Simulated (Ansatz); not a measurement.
Geometry relaxation, with input and output: SrO (part 1 of 4)

- system: SrO (slab, 24 atoms in the cell)
- method: DFT PBE+D3(BJ), scalar-relativistic, plane waves, PAW, no spin polarisation (Ansatz 0.2.0)

The structure derives from an entry of the Crystallography Open Database. The input holds or restrains some coordinates. Forces given for the steps count only the free coordinates. It belongs to a series of runs on one base structure; here: clean slab, lower planes held. Figures and captions count atoms from 1; the log counts them from 0 in places.

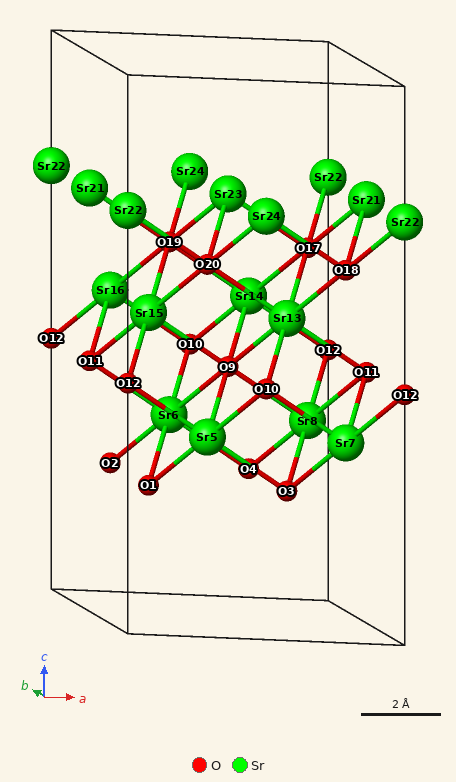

Fig. 1: The starting structure (ball-and-stick view of the cell of the calculation, with the vacuum cut short, seen slightly off an axis; atoms are numbered from 1 in the order of the input). An atom can appear more than once, as a periodic image. Near neighbours in the periodic cell (some may lie outside the picture): O has 3 Sr at 2.57 Å; Sr has 6 O at 2.57 Å; O has 6 Sr at 2.57 Å; Sr has 3 O at 2.57 Å.

**Input**
```yaml
crystal:
  lattice:
    - [7.2816362033, 0.0, 0.0]
    - [-3.6408181017, 6.3060819332, 0.0]
    - [0.0, 0.0, 23.4317888295]
  atoms:
    - { symbol: O, position: [0.1666666667, 0.3333333333, 0.3414165286] }
    - { symbol: O, position: [0.1666666667, 0.8333333333, 0.3414165286] }
    - { symbol: O, position: [0.6666666667, 0.3333333333, 0.3414165286] }
    - { symbol: O, position: [0.6666666667, 0.8333333333, 0.3414165286] }
    - { symbol: Sr, position: [0.3333333333, 0.1666666667, 0.4048499171] }
    - { symbol: Sr, position: [0.3333333333, 0.6666666667, 0.4048499171] }
    - { symbol: Sr, position: [0.8333333333, 0.1666666667, 0.4048499171] }
    - { symbol: Sr, position: [0.8333333333, 0.6666666667, 0.4048499171] }
    - { symbol: O, position: [0.5, 0.5, 0.4682833057] }
    - { symbol: O, position: [0.5, 0.0, 0.4682833057] }
    - { symbol: O, position: [0.0, 0.5, 0.4682833057] }
    - { symbol: O, position: [0.0, 0.0, 0.4682833057] }
    - { symbol: Sr, position: [0.6666666667, 0.3333333333, 0.5317166943] }
    - { symbol: Sr, position: [0.6666666667, 0.8333333333, 0.5317166943] }
    - { symbol: Sr, position: [0.1666666667, 0.3333333333, 0.5317166943] }
    - { symbol: Sr, position: [0.1666666667, 0.8333333333, 0.5317166943] }
    - { symbol: O, position: [0.8333333333, 0.6666666667, 0.5951500829] }
    - { symbol: O, position: [0.8333333333, 0.1666666667, 0.5951500829] }
    - { symbol: O, position: [0.3333333333, 0.6666666667, 0.5951500829] }
    - { symbol: O, position: [0.3333333333, 0.1666666667, 0.5951500829] }
    - { symbol: Sr, position: [0.0, 0.5, 0.6585834714] }
    - { symbol: Sr, position: [0.0, 0.0, 0.6585834714] }
    - { symbol: Sr, position: [0.5, 0.5, 0.6585834714] }
    - { symbol: Sr, position: [0.5, 0.0, 0.6585834714] }
basis:
  ecutwfc: 420
kpoints:
  mp_grid: { grid: [3, 3, 1] }
hamiltonian:
  xc: pbe
  dispersion: d3bj
scf:
  occupations: { method: gaussian, width: 0.05 }
output:
  forces: true
  eigenvalues: true
  write_density: true
  write_potential: true
  elf: true
  volumetric_format: npy
relax:
  adjacent_minimum: "off"
  f_tol: 0.03
  max_steps: 70
  constraints: [{ sites: [0, 1, 2, 3, 4, 5, 6, 7, 8, 9, 10, 11] }]
efield:
  axis: 3
  dipole_correction: true
  ramp_width: 0.04
```

Command:
```bash
ansatz run input.yaml --threads 4 --pin off --max-ram 10240MiB --backend cpu --events-out ev --progress --plain --runs-dir out
```

**Output**
```
Engine: ansatz 0.2.0, aarch64-unknown-linux-gnu
Pseudopotentials: kind: paw
Pseudopotential: O, paw, valence charge 6, recommended cutoff 420 eV (normal), O.paw.azcp
Pseudopotential: Sr, paw, valence charge 10, recommended cutoff 420 eV (normal), Sr.paw.azcp
Functional definition: PBE
  parameter kappa = 0.804
  parameter beta = 0.06672455060314922
  exchange = pbe_x(kappa = kappa, mu = beta*pi^2/3)
  correlation = pbe_c(beta = beta)
Crystal: 24 atoms, lattice volume = 1075.955 Å³
Basis set: ecut = 420 eV, 20911 PW (Γ), exchange–correlation on 100×100×320 points (8 copies of the dense FFT grid, shifted against one another)
Bands: 120, of which v1, the nominal top of the filled ones, is band 96 counted from 1 (95 counted from 0)
Symmetry: 24 space group operations
Space group: P3m1 (ITA 156), of the structure as read, at distance tolerance 1.0e-4 Å
k-points: 3 of 9 (time reversal used)
Non-local potential: O, projectors of the file, l = 0: 2, l = 1: 2, l = 2: 1
Non-local potential: Sr, projectors of the file, l = 0: 3, l = 1: 2, l = 2: 2
PAW form: soft (Blöchl's): semilocal exchange-correlation on the pseudo side does not see the compensation charge
PAW one-centre angular grid: O, 110 points (default); XC on 64 Gauss nodes
PAW one-centre angular grid: Sr, 110 points (default); XC on 64 Gauss nodes
Initial density: superposition of atomic densities (neutral atoms: chi_scale 0, normalization atom), corrected by the library's trained network
Initial wavefunctions: pseudopotential atomic-orbital guess
Functional: x = pbe(κ = 0.804, μ = 0.2195149727645171), c = pbe(β = 0.06672455060314922)
SCF iter   1: F=—  HF=-49359.504058 eV  |F-HF|=—  |Δ(HF+E_count)|=         —  Δρ=1.88e-2  dr2=3.99e1  ethr=1.77e-3  p=1.194 e·Å  D=2.01e-1 V/Å  ΔV_dip=-4.70 eV  dr2_dipole=2.31e1  V_vac-E_F(+/−)=4.09/8.79 eV  ⟨swp⟩=12.3  Hψ=2375  notcnv=0  defer=39
efield: sawtooth ramp at fractional position 0.9800 (placed from the atoms, in the widest stretch of the axis that holds none; the zero of the levels goes with the place), width 0.0400; the density the first Hamiltonian is built on has a dipole p = 1.194 e·Å; the dipole correction subtracts the counter field D = 2.01e-1 V/Å, which shifts the + side's vacuum level by -4.70 eV against the − side's; the planar-averaged density in the ramp window peaks in size at 8.0e-6 e/Å³
preconditioner: auto → LDOS  [metal: Δε(μ)=0.030 eV  Ē_g=13.172 eV  σ=0.050 eV  W_gap=0.31  n_scr=164 (ndim 8)  ℏωp=14.7 eV  f_vac=0.530  D(μ)=43.54/eV (n_scr^D=362)  β→1.0]
SCF iter   2: F=—  HF=-49360.861116 eV  |F-HF|=—  |Δ(HF+E_count)|=    1.36e0  Δρ=6.08e-2  dr2=2.32e2  ethr=1.77e-3  p=1.522 e·Å  D=2.56e-1 V/Å  ΔV_dip=-6.00 eV  dr2_dipole=1.24e2  V_vac-E_F(+/−)=3.00/9.00 eV  ⟨swp⟩=3.0  Hψ=772  notcnv=0  defer=48  recentre
SCF iter   3: F=—  HF=-49359.006137 eV  |F-HF|=—  |Δ(HF+E_count)|=    1.85e0  Δρ=1.89e-2  dr2=3.70e1  ethr=1.77e-3  p=1.250 e·Å  D=2.10e-1 V/Å  ΔV_dip=-4.93 eV  dr2_dipole=2.16e1  V_vac-E_F(+/−)=3.87/8.80 eV  ⟨swp⟩=2.7  Hψ=557  notcnv=0  defer=35
SCF iter   4: F=—  HF=-49358.444710 eV  |F-HF|=—  |Δ(HF+E_count)|=   5.61e-1  Δρ=1.48e-2  dr2=6.41e0  ethr=1.77e-3  p=1.451 e·Å  D=2.44e-1 V/Å  ΔV_dip=-5.72 eV  dr2_dipole=3.74e0  V_vac-E_F(+/−)=3.18/8.90 eV  ⟨swp⟩=1.3  Hψ=415  notcnv=0  defer=39
SCF iter   5: F=—  HF=-49358.361584 eV  |F-HF|=—  |Δ(HF+E_count)|=   8.31e-2  Δρ=8.79e-3  dr2=3.41e0  ethr=1.77e-3  p=1.357 e·Å  D=2.28e-1 V/Å  ΔV_dip=-5.35 eV  dr2_dipole=1.67e0  V_vac-E_F(+/−)=3.54/8.89 eV  ⟨swp⟩=1.0  Hψ=312  notcnv=0  defer=39
SCF iter   6: F=—  HF=-49358.304231 eV  |F-HF|=—  |Δ(HF+E_count)|=   5.74e-2  Δρ=7.77e-3  dr2=2.78e0  ethr=1.77e-3  p=1.366 e·Å  D=2.30e-1 V/Å  ΔV_dip=-5.38 eV  dr2_dipole=1.37e0  V_vac-E_F(+/−)=3.52/8.91 eV  ⟨swp⟩=1.0  Hψ=414  notcnv=0  defer=39
SCF iter   7: F=—  HF=-49358.341469 eV  |F-HF|=—  |Δ(HF+E_count)|=   3.72e-2  Δρ=7.40e-3  dr2=3.30e0  ethr=1.45e-3  p=1.355 e·Å  D=2.28e-1 V/Å  ΔV_dip=-5.34 eV  dr2_dipole=1.66e0  V_vac-E_F(+/−)=3.56/8.90 eV  ⟨swp⟩=1.0  Hψ=312  notcnv=0  defer=39
SCF iter   8: F=—  HF=-49358.474443 eV  |F-HF|=—  |Δ(HF+E_count)|=   1.33e-1  Δρ=1.31e-2  dr2=1.68e1  ethr=1.45e-3  p=1.327 e·Å  D=2.23e-1 V/Å  ΔV_dip=-5.23 eV  dr2_dipole=9.54e0  V_vac-E_F(+/−)=3.62/8.85 eV  ⟨swp⟩=1.0  Hψ=312  notcnv=0  defer=39  recentre
SCF iter   9: F=—  HF=-49358.594009 eV  |F-HF|=—  |Δ(HF+E_count)|=   1.20e-1  Δρ=1.73e-2  dr2=3.24e1  ethr=1.45e-3  p=1.315 e·Å  D=2.21e-1 V/Å  ΔV_dip=-5.18 eV  dr2_dipole=1.88e1  V_vac-E_F(+/−)=3.64/8.83 eV  ⟨swp⟩=1.3  Hψ=313  notcnv=0  defer=39
SCF iter  10: F=—  HF=-49358.999174 eV  |F-HF|=—  |Δ(HF+E_count)|=   4.05e-1  Δρ=1.85e-2  dr2=3.68e1  ethr=1.45e-3  p=1.228 e·Å  D=2.07e-1 V/Å  ΔV_dip=-4.84 eV  dr2_dipole=2.17e1  V_vac-E_F(+/−)=4.01/8.85 eV  ⟨swp⟩=1.3  Hψ=421  notcnv=0  defer=36
SCF iter  11: F=—  HF=-49358.471505 eV  |F-HF|=—  |Δ(HF+E_count)|=   5.28e-1  Δρ=1.63e-2  dr2=2.95e1  ethr=1.45e-3  p=1.245 e·Å  D=2.09e-1 V/Å  ΔV_dip=-4.90 eV  dr2_dipole=1.78e1  V_vac-E_F(+/−)=4.01/8.92 eV  ⟨swp⟩=1.7  Hψ=347  notcnv=0  defer=36
SCF iter  12: F=—  HF=-49358.439492 eV  |F-HF|=—  |Δ(HF+E_count)|=   3.20e-2  Δρ=1.66e-2  dr2=7.87e0  ethr=1.45e-3  p=1.379 e·Å  D=2.32e-1 V/Å  ΔV_dip=-5.43 eV  dr2_dipole=4.00e0  V_vac-E_F(+/−)=3.57/9.00 eV  ⟨swp⟩=1.3  Hψ=415  notcnv=0  defer=48
SCF iter  13: F=—  HF=-49358.275915 eV  |F-HF|=—  |Δ(HF+E_count)|=   1.64e-1  Δρ=6.86e-3  dr2=4.65e0  ethr=1.45e-3  p=1.356 e·Å  D=2.28e-1 V/Å  ΔV_dip=-5.34 eV  dr2_dipole=2.63e0  V_vac-E_F(+/−)=3.64/8.98 eV  ⟨swp⟩=1.0  Hψ=312  notcnv=0  defer=48
SCF iter  14: F=—  HF=-49358.296119 eV  |F-HF|=—  |Δ(HF+E_count)|=   2.02e-2  Δρ=5.62e-3  dr2=2.91e0  ethr=1.45e-3  p=1.309 e·Å  D=2.20e-1 V/Å  ΔV_dip=-5.16 eV  dr2_dipole=1.71e0  V_vac-E_F(+/−)=3.79/8.95 eV  ⟨swp⟩=1.3  Hψ=348  notcnv=0  defer=45
SCF iter  15: F=—  HF=-49358.268668 eV  |F-HF|=—  |Δ(HF+E_count)|=   2.75e-2  Δρ=5.05e-3  dr2=2.49e0  ethr=1.45e-3  p=1.323 e·Å  D=2.22e-1 V/Å  ΔV_dip=-5.21 eV  dr2_dipole=1.48e0  V_vac-E_F(+/−)=3.76/8.98 eV  ⟨swp⟩=1.0  Hψ=380  notcnv=0  defer=40
SCF iter  16: F=—  HF=-49358.245777 eV  |F-HF|=—  |Δ(HF+E_count)|=   2.29e-2  Δρ=2.64e-3  dr2=2.92e-1  ethr=1.30e-3  p=1.348 e·Å  D=2.27e-1 V/Å  ΔV_dip=-5.31 eV  dr2_dipole=1.40e-1  V_vac-E_F(+/−)=3.71/9.03 eV  ⟨swp⟩=1.0  Hψ=312  notcnv=0  defer=44
SCF iter  17: F=—  HF=-49358.251286 eV  |F-HF|=—  |Δ(HF+E_count)|=   5.51e-3  Δρ=3.60e-3  dr2=1.24e0  ethr=1.52e-4  p=1.343 e·Å  D=2.26e-1 V/Å  ΔV_dip=-5.29 eV  dr2_dipole=7.42e-1  V_vac-E_F(+/−)=3.72/9.02 eV  ⟨swp⟩=1.7  Hψ=384  notcnv=0  defer=48  recentre
SCF iter  18: F=—  HF=-49358.252173 eV  |F-HF|=—  |Δ(HF+E_count)|=   8.87e-4  Δρ=3.67e-3  dr2=1.90e0  ethr=1.52e-4  p=1.374 e·Å  D=2.31e-1 V/Å  ΔV_dip=-5.41 eV  dr2_dipole=1.12e0  V_vac-E_F(+/−)=3.63/9.05 eV  ⟨swp⟩=1.3  Hψ=372  notcnv=0  defer=48
SCF iter  19: F=—  HF=-49358.243932 eV  |F-HF|=—  |Δ(HF+E_count)|=   8.24e-3  Δρ=2.13e-3  dr2=5.33e-1  ethr=1.52e-4  p=1.382 e·Å  D=2.32e-1 V/Å  ΔV_dip=-5.45 eV  dr2_dipole=3.21e-1  V_vac-E_F(+/−)=3.60/9.05 eV  ⟨swp⟩=1.3  Hψ=414  notcnv=0  defer=48
SCF iter  20: F=—  HF=-49358.241062 eV  |F-HF|=—  |Δ(HF+E_count)|=   2.87e-3  Δρ=7.74e-4  dr2=7.55e-2  ethr=1.52e-4  p=1.377 e·Å  D=2.32e-1 V/Å  ΔV_dip=-5.43 eV  dr2_dipole=4.50e-2  V_vac-E_F(+/−)=3.63/9.05 eV  ⟨swp⟩=1.3  Hψ=313  notcnv=0  defer=48
SCF iter  21: F=—  HF=-49358.240627 eV  |F-HF|=—  |Δ(HF+E_count)|=   4.34e-4  Δρ=2.76e-4  dr2=2.13e-3  ethr=3.93e-5  p=1.374 e·Å  D=2.31e-1 V/Å  ΔV_dip=-5.41 eV  dr2_dipole=8.80e-4  V_vac-E_F(+/−)=3.64/9.05 eV  ⟨swp⟩=1.7  Hψ=344  notcnv=0  defer=48
SCF iter  22: F=—  HF=-49358.240475 eV  |F-HF|=—  |Δ(HF+E_count)|=   1.52e-4  Δρ=7.32e-4  dr2=5.19e-2  ethr=1.11e-6  p=1.373 e·Å  D=2.31e-1 V/Å  ΔV_dip=-5.41 eV  dr2_dipole=3.07e-2  V_vac-E_F(+/−)=3.64/9.05 eV  ⟨swp⟩=2.0  Hψ=455  notcnv=0  defer=48
SCF iter  23: F=—  HF=-49358.240249 eV  |F-HF|=—  |Δ(HF+E_count)|=   2.26e-4  Δρ=4.95e-5  dr2=2.87e-4  ethr=1.11e-6  p=1.375 e·Å  D=2.31e-1 V/Å  ΔV_dip=-5.42 eV  dr2_dipole=1.58e-4  V_vac-E_F(+/−)=3.64/9.05 eV  ⟨swp⟩=1.0  Hψ=312  notcnv=0  defer=48
SCF iter  24: F=-49358.240238 eV  HF=-49358.240257 eV  |F-HF|=1.92e-5  |Δ(HF+E_count)|=   8.03e-6  Δρ=2.64e-5  dr2=1.98e-5  ethr=1.17e-8  p=1.375 e·Å  D=2.31e-1 V/Å  ΔV_dip=-5.42 eV  dr2_dipole=4.43e-6  V_vac-E_F(+/−)=3.64/9.05 eV  ⟨swp⟩=31.7  Hψ=5330  notcnv=0
SCF 1 converged in 24 iterations: F = -49358.240238 eV  dr2 = 1.98e-5
  greatest PAW one-centre occupation: 0.988 electrons in one spin orbital (limit 2), on the Sr atom at site 23 (counted from 0), in its partial waves of l = 0
relax step   1: F+E_penalty+E_count = -49358.24023818 eV  Δ(F+E_penalty+E_count) = +0.000e0 eV  max|allowed force component| = 1.361e0 eV/Å  Δτ_max = 0.0000 Å  (24 SCF iters, dr2 threshold 2.25e-5 eV, accepted)
Initial density: handed on by an earlier stage of this run
Initial wavefunctions: those handed on with the density
iter 1 solved again at ethr=1.42e-3 eV; its pass at ethr=3.10e-3 eV (dr2=2.73e0 eV) is discarded
```
